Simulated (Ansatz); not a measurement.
**Geometry relaxation, with input and output: C$_{9}$O (part 3 of 3)**

Continued. System: C$_{9}$O (slab, 10 atoms in the cell). Method: DFT PBE+D3(BJ), scalar-relativistic, plane waves, PAW, no spin polarisation (Ansatz 0.2.0); cutoff 420 eV, 12×12×1 k-mesh, Gaussian smearing of 0.1 eV. The structure derives from an entry of the Crystallography Open Database. The input holds or restrains some coordinates. Forces given for the steps count only the free coordinates. It belongs to a series of runs on one base structure; here: CO put at a bridge C-C site.

Geometry of the input (Å; fractional positions):
```
2.4650  0.0000  0.0000
-1.2325  2.1347  0.0000
0.0000  0.0000  30.2577
C  0.0000  0.0000  0.2809
C  0.6667  0.3333  0.2809
C  0.0000  0.0000  0.3923
C  0.3333  0.6667  0.3923
C  0.0000  0.0000  0.5036
C  0.6667  0.3333  0.5036
C  0.0000  0.0000  0.6150
C  0.3333  0.6667  0.6150
C  0.1667  0.3333  0.6612
O  0.1667  0.3333  0.6992
```

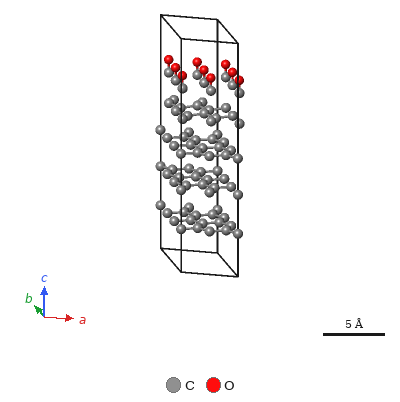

Fig. 1: The geometry at step 19 of the log (ball-and-stick view of the 2 × 3 repeat of the cell, with the vacuum cut short, seen slightly off an axis).

**Output, continued**
```
  k-point 2: bands = ["-23.2201", "-17.4313", "-17.3237", "-17.2297", "-16.9629", "-8.5441", "-5.9814", "-5.5537", "-5.3154", "-4.8329", "-4.3954", "-3.8160", "-3.7856", "-3.7368", "-3.4399", "-2.8443", "-2.6521", "-2.6512", "-2.6307", "-2.5808", "-2.2891", "5.9784", "6.9032", "7.0972", "7.4644", "7.9846", "8.2146", "8.5405", "9.0679", "9.8198", "9.8427"]
  k-point 42: bands = ["-22.0760", "-13.7783", "-13.6918", "-13.6179", "-13.3413", "-9.0273", "-8.9928", "-8.9396", "-8.6476", "-7.4485", "-7.4223", "-7.3697", "-7.0810", "-7.0706", "-6.7293", "-4.8615", "-1.7305", "-1.5527", "-1.2562", "-0.8080", "-0.4522", "3.0960", "4.1082", "4.3357", "4.5435", "4.7279", "5.0744", "10.9298", "11.5038", "12.0826", "12.5317"]
--- Relaxed structure (34 steps of the walk, 33 accepted, 0 SCFs on fresh bases) ---
  F+E_penalty+E_count = -2824.11211904 eV   max|allowed force component| = 1.503e-2 eV/Å
  atoms:
    - { symbol: C, position: [1.2767564790233262e-17, 0.0, 0.2809206996] }
    - { symbol: C, position: [0.66666666665, 0.3333333332999999, 0.28092069179999996] }
    - { symbol: C, position: [1.2767564790233262e-17, 0.0, 0.3922716013] }
    - { symbol: C, position: [0.33333333335, 0.6666666666999999, 0.3922715935] }
    - { symbol: C, position: [-0.022875817334043345, -0.04575163466808672, 0.503594381402601] }
    - { symbol: C, position: [0.6437851996893271, 0.28757039937865425, 0.5035858909924379] }
    - { symbol: C, position: [-0.023857503725574988, -0.04771500745115, 0.6154489400091355] }
    - { symbol: C, position: [0.3095353056282686, 0.6190706112565371, 0.615457040740881] }
    - { symbol: C, position: [0.13212359989022918, 0.26424719978045835, 0.7276932102005788] }
    - { symbol: O, position: [0.1322336117244593, 0.2644672234489186, 0.7651714792191191] }
```

**Trajectory as extended XYZ (Å, eV, eV/Å), 10 of the 34 frames kept, from step=1 to step=34**
```
10
Lattice="2.4650 0.0000 0.0000 -1.2325 2.1347 0.0000 0.0000 0.0000 30.2577" Properties=species:S:1:pos:R:3:forces:R:3 step=1 energy=-2820.98056
C     0.0000    0.0000    8.5000    0.0000   0.0000   0.0128
C     1.2325    0.7116    8.5000    0.0000   0.0000  -0.0104
C     0.0000    0.0000   11.8692    0.0000  -0.0001  -0.0124
C     0.0000    1.4232   11.8692    0.0000   0.0001   0.0144
C     0.0000    0.0000   15.2384    0.0000   0.0058   0.0179
C     1.2325    0.7116   15.2384    0.0000  -0.0052   0.0473
C     0.0000    0.0000   18.6076    0.0000  -0.8801   0.0106
C     0.0000    1.4232   18.6076    0.0000   0.8856  -0.0184
C     0.0000    0.7116   20.0077    0.0000  -0.0120  -3.9718
O     0.0000    0.7116   21.1577    0.0000   0.0060   3.9104
10
Lattice="2.4650 0.0000 0.0000 -1.2325 2.1347 0.0000 0.0000 0.0000 30.2577" Properties=species:S:1:pos:R:3:forces:R:3 step=5 energy=-2821.06809
C     0.0000    0.0000    8.5000    0.0000   0.0000   0.0133
C     1.2325    0.7116    8.5000    0.0000   0.0000  -0.0100
C     0.0000    0.0000   11.8692    0.0000  -0.0002  -0.0069
C     0.0000    1.4232   11.8692    0.0000   0.0001   0.0207
C     0.0000   -0.0001   15.2804    0.0000   0.0007   0.0038
C     1.2325    0.7113   15.2816    0.0000  -0.0011  -0.0039
C     0.0000   -0.0064   18.4870    0.0000   0.0916   0.0126
C     0.0000    1.4296   18.4840    0.0000  -0.0710  -0.0377
C     0.0000    0.7113   19.8734    0.0000  -0.0304   0.0141
O     0.0000    0.7135   21.0634    0.0000   0.0103  -0.0083
10
Lattice="2.4650 0.0000 0.0000 -1.2325 2.1347 0.0000 0.0000 0.0000 30.2577" Properties=species:S:1:pos:R:3:forces:R:3 step=8 energy=-2821.07225
C     0.0000    0.0000    8.5000    0.0000   0.0000   0.0125
C     1.2325    0.7116    8.5000    0.0000   0.0000  -0.0104
C     0.0000    0.0000   11.8692    0.0000  -0.0001  -0.0184
C     0.0000    1.4232   11.8692    0.0000  -0.0003   0.0092
C     0.0000   -0.0082   15.2021    0.0000   0.0064  -0.0123
C     1.2325    0.7034   15.2027    0.0000  -0.0063   0.0113
C     0.0000    0.0021   18.3608    0.0000   0.0421   0.1361
C     0.0000    1.4370   18.3265    0.0000   0.0215  -0.0919
C     0.0000    0.6997   19.7378    0.0000  -0.0983   0.0633
O     0.0000    0.7207   20.9281    0.0000   0.0352  -0.1004
10
Lattice="2.4650 0.0000 0.0000 -1.2325 2.1347 0.0000 0.0000 0.0000 30.2577" Properties=species:S:1:pos:R:3:forces:R:3 step=12 energy=-2821.25164
C     0.0000    0.0000    8.5000    0.0000   0.0015   0.0068
C     1.2325    0.7116    8.5000    0.0000  -0.0001  -0.0097
C     0.0000    0.0000   11.8692    0.0000   0.0145  -0.1301
C     0.0000    1.4232   11.8692    0.0000  -0.0273  -0.1615
C     0.0000   -0.1370   14.8386    0.0000   0.0198  -0.0337
C     1.2325    0.5749   14.8404    0.0000   0.0065   0.0269
C     0.0000    0.1284   17.8869    0.0000   0.5835  -0.0298
C     0.0000    1.5656   17.6730    0.0000   0.4177  -1.5983
C     0.0000    0.7009   19.2779    0.0000  -1.3890   2.8310
O     0.0000    0.7522   20.4608    0.0000   0.3728  -0.9010
10
Lattice="2.4650 0.0000 0.0000 -1.2325 2.1347 0.0000 0.0000 0.0000 30.2577" Properties=species:S:1:pos:R:3:forces:R:3 step=16 energy=-2822.55089
C     0.0000    0.0000    8.5000    0.0000   0.0051   0.0059
C     1.2325    0.7116    8.5000    0.0000  -0.0044  -0.0105
C     0.0000    0.0000   11.8692    0.0000  -0.0096  -0.1239
C     0.0000    1.4232   11.8692    0.0000  -0.0007  -0.1833
C     0.0000   -0.1085   14.8358    0.0000  -0.0125  -0.1135
C     1.2325    0.6029   14.8314    0.0000   0.0427   0.1355
C     0.0000    0.3905   17.9781    0.0000  -0.9962  -2.9409
C     0.0000    1.7985   17.7195    0.0000   1.1738   2.0208
C     0.0000    0.5237   19.9496    0.0000  -0.3973   1.6132
O     0.0000    0.4648   21.0990    0.0000   0.1987  -0.4047
10
Lattice="2.4650 0.0000 0.0000 -1.2325 2.1347 0.0000 0.0000 0.0000 30.2577" Properties=species:S:1:pos:R:3:forces:R:3 step=19 energy=-2823.66965
C     0.0000    0.0000    8.5000    0.0000   0.0034   0.0082
C     1.2325    0.7116    8.5000    0.0000  -0.0035  -0.0118
C     0.0000    0.0000   11.8692    0.0000   0.0064  -0.0443
C     0.0000    1.4232   11.8692    0.0000  -0.0094  -0.0667
C     0.0000   -0.0588   15.0167    0.0000  -0.0471  -0.3150
C     1.2325    0.6521   15.0125    0.0000   0.0701  -0.1708
C     0.0000    0.4587   17.8747    0.0000  -1.2417  -1.8367
C     0.0000    1.8577   17.7660    0.0000   1.2195   1.7231
C     0.0000    0.4244   20.5243    0.0000  -0.0665  -0.3011
O     0.0000    0.3657   21.6499    0.0000   0.0688   1.0158
10
Lattice="2.4650 0.0000 0.0000 -1.2325 2.1347 0.0000 0.0000 0.0000 30.2577" Properties=species:S:1:pos:R:3:forces:R:3 step=23 energy=-2824.07121
C     0.0000    0.0000    8.5000    0.0000   0.0007   0.0090
C     1.2325    0.7116    8.5000    0.0000  -0.0014  -0.0114
C     0.0000    0.0000   11.8692    0.0000  -0.0073  -0.0538
C     0.0000    1.4232   11.8692    0.0000   0.0123  -0.0709
C     0.0000    0.1061   15.0024    0.0000  -0.0008  -0.0139
C     1.2325    0.8169   15.0016    0.0000   0.0098  -0.0011
C     0.0000    0.3649   18.1266    0.0000  -0.0828   0.0042
C     0.0000    1.7870   18.1263    0.0000   0.0705   0.0390
C     0.0000    0.3231   21.3076    0.0000  -0.0001  -0.0342
O     0.0000    0.3239   22.4407    0.0000  -0.0009   0.1333
10
Lattice="2.4650 0.0000 0.0000 -1.2325 2.1347 0.0000 0.0000 0.0000 30.2577" Properties=species:S:1:pos:R:3:forces:R:3 step=27 energy=-2824.11038
C     0.0000    0.0000    8.5000    0.0000  -0.0001   0.0103
C     1.2325    0.7116    8.5000    0.0000  -0.0008  -0.0115
C     0.0000    0.0000   11.8692    0.0000  -0.0046  -0.0059
C     0.0000    1.4232   11.8692    0.0000   0.0090   0.0001
C     0.0000    0.1992   15.2314    0.0000  -0.0253   0.0027
C     1.2325    0.9103   15.2311    0.0000   0.0221   0.0034
C     0.0000    0.2149   18.6186    0.0000   0.0522  -0.0225
C     0.0000    1.6391   18.6177    0.0000  -0.0541   0.0222
C     0.0000    0.3075   22.0226    0.0000   0.0003  -0.0064
O     0.0000    0.3064   23.1566    0.0000   0.0012   0.0076
10
Lattice="2.4650 0.0000 0.0000 -1.2325 2.1347 0.0000 0.0000 0.0000 30.2577" Properties=species:S:1:pos:R:3:forces:R:3 step=30 energy=-2824.11097
C     0.0000    0.0000    8.5000    0.0000  -0.0002   0.0101
C     1.2325    0.7116    8.5000    0.0000  -0.0003  -0.0121
C     0.0000    0.0000   11.8692    0.0000  -0.0024   0.0002
C     0.0000    1.4232   11.8692    0.0000   0.0041   0.0059
C     0.0000    0.1020   15.2544    0.0000   0.0177  -0.0027
C     1.2325    0.8139   15.2541    0.0000  -0.0182  -0.0038
C     0.0000    0.1273   18.6229    0.0000  -0.0474   0.0083
C     0.0000    1.5496   18.6236    0.0000   0.0439  -0.0007
C     0.0000    0.3763   22.0528    0.0000   0.0014   0.0011
O     0.0000    0.3749   23.1870    0.0000   0.0014  -0.0062
10
Lattice="2.4650 0.0000 0.0000 -1.2325 2.1347 0.0000 0.0000 0.0000 30.2577" Properties=species:S:1:pos:R:3:forces:R:3 step=34 energy=-2824.11212
C     0.0000    0.0000    8.5000    0.0000   0.0007   0.0099
C     1.2325    0.7116    8.5000    0.0000  -0.0001  -0.0120
C     0.0000    0.0000   11.8692    0.0000   0.0012  -0.0018
C     0.0000    1.4232   11.8692    0.0000  -0.0024   0.0027
C     0.0000   -0.0977   15.2376    0.0000  -0.0021   0.0009
C     1.2325    0.6139   15.2373    0.0000   0.0022   0.0025
C     0.0000   -0.1019   18.6220    0.0000   0.0079  -0.0038
C     0.0000    1.3216   18.6223    0.0000  -0.0082   0.0016
C     0.0000    0.5641   22.0183    0.0000   0.0018  -0.0150
O     0.0000    0.5646   23.1523    0.0000  -0.0013   0.0150
```

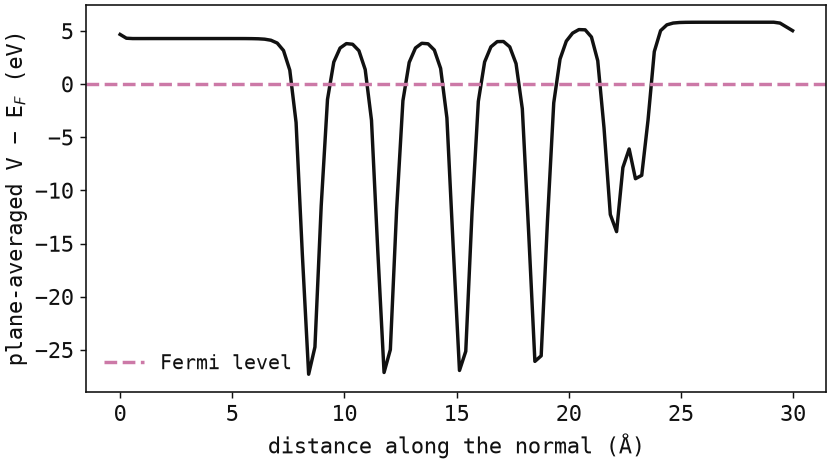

Fig. 2: Plane average of the electrostatic potential energy of an electron across the cell, from the Fermi level. The vacuum level lies 5.82 eV above the Fermi level on the upper side and 4.29 eV on the lower.

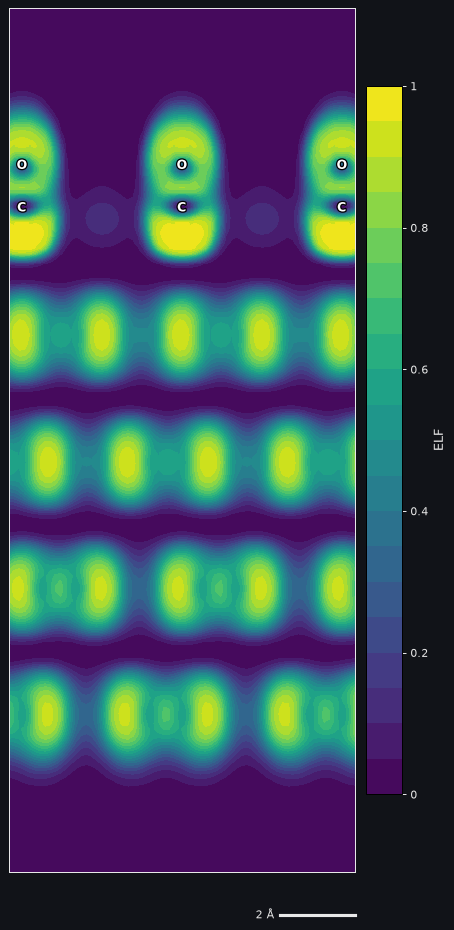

Fig. 3: Electron localisation function on the (110) plane of the calculation cell, a cut from vacuum to vacuum. Atoms in the plane: C and O. C–O (1.13 Å): the ELF peaks at about 0.85 between the atoms (inside overlapping PAW spheres, so only a guide) (a multiple bond by its length, whose ELF region spreads away from the axis). Core electrons are frozen (PAW), so the fields are smoothed inside the atomic spheres.

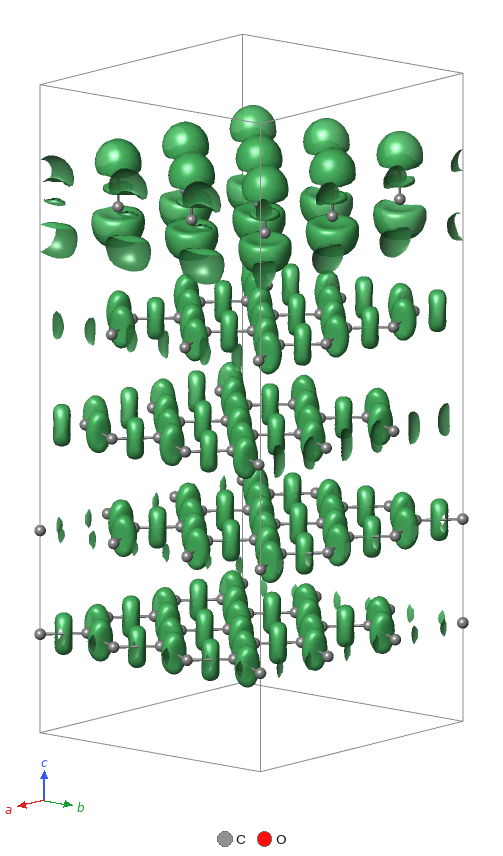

Fig. 4: Isosurface of the ELF at 0.8 (green), seen at an oblique angle. Only the valence region is drawn (cores and ρ < 0.01 e/Å³ removed). Sticks mark near contacts. Values along the shortest contacts: C–O (1.13 Å): the ELF peaks at about 0.85 between the atoms (inside overlapping PAW spheres, so only a guide) (a multiple bond by its length, whose ELF region spreads away from the axis). C–C (1.42 Å): the ELF peaks at about 0.95 between the atoms (a covalent bond).

**Key numbers**

- outcome: converged under the restraints of the input
- electrons treated: 42
- free energy: −2824.1121 eV
- work function, top face: 5.82 eV
- work function, bottom face: 4.29 eV
- Fermi energy: 1.504 eV
- gap on the k-point mesh: none (metallic)
- final volume: 159.22 Å³
- work function (upper face): 5.82 eV
- largest force (length of the vector) at the end, held atoms and coordinates included: 0.015 eV/Å
- wall time: 5.5 min (CPU time 11 min)
- peak memory: 0.66 GiB

**Remarks**

The program warns: the exchange-correlation potential is rough where the density is thin.
